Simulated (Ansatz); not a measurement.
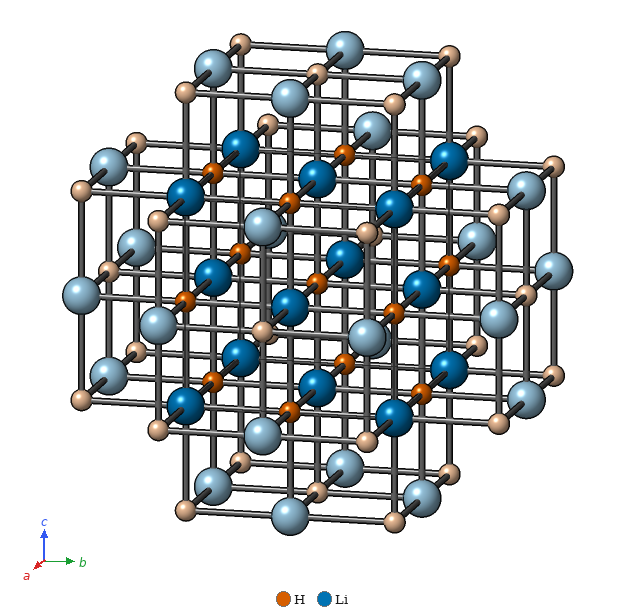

The crystal in a ball-and-stick representation, seen slightly off an axis. The drawn cell (a repeat of the simulation cell) is drawn as a box. Periodic images bonded to atoms of the box are shown as well, in fainter colours.

LiH, a = 4.006 Å, b = 4.006 Å, c = 4.006 Å, α = 90.00°, β = 90.00°, γ = 91.04°. Strictly the space group is Immm (No. 71, within 0.01 Å). It is a distorted form of a face-centred cubic structure, space group Fm-3m (No. 225) within 0.25 Å: rock salt (NaCl type). The model was built from a structure type filled with these elements by a generator (whether the compound takes this form wasn't checked). The cell was then strained or its atoms displaced on purpose. A calculation with Ansatz used it as input.

This one geometry was computed with Ansatz (DFT, plane waves, PAW) at three levels of theory: r2SCAN, PBE and HSE06. It was relaxed with r2SCAN and then strained.

**How does the band gap change with the level of theory?**

PBE: a gap of 2.98 eV, direct; r2SCAN: a gap of 3.63 eV, direct; HSE06: a gap of 3.97 eV, direct.

**Collect the results in a table.**

| level | cutoff (eV) | k-mesh of the run's cell | gap (eV) | pressure (GPa) |
| --- | --- | --- | --- | --- |
| r2SCAN | 500 | 10×10×10 | 3.63 | 0.0 |
| PBE | 420 | 10×10×10 | 2.98 | 0.0 |
| HSE06 | 420 | 8×8×8 | 3.97 | -0.5 |

Gaps are taken on the k-mesh or band path of each run.
